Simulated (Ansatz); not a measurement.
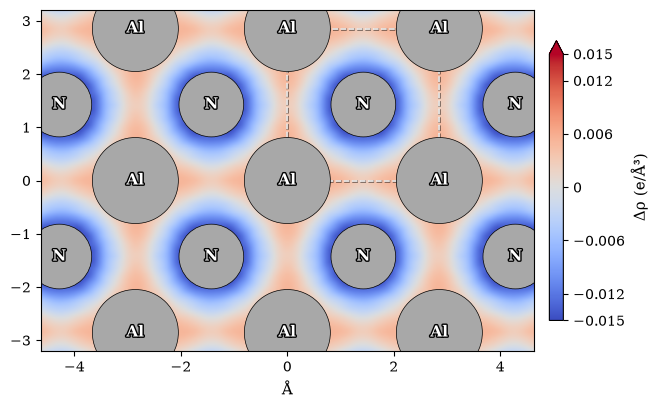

AlN. Difference of the valence pseudo-densities of two functionals at the same geometry, on the (011) plane of the calculation cell: one of PBE0 and r2SCAN0 less the other.

Both computed with Ansatz (plane waves, PAW), on the same k-point mesh. Grey discs cover the atomic cores.

### Which was subtracted from which, and what does the map show?

It is PBE0 less r2SCAN0. Against r2SCAN0, PBE0 gives less density around N (−0.010 e/Å³ on average at 0.8 Å from the nucleus).
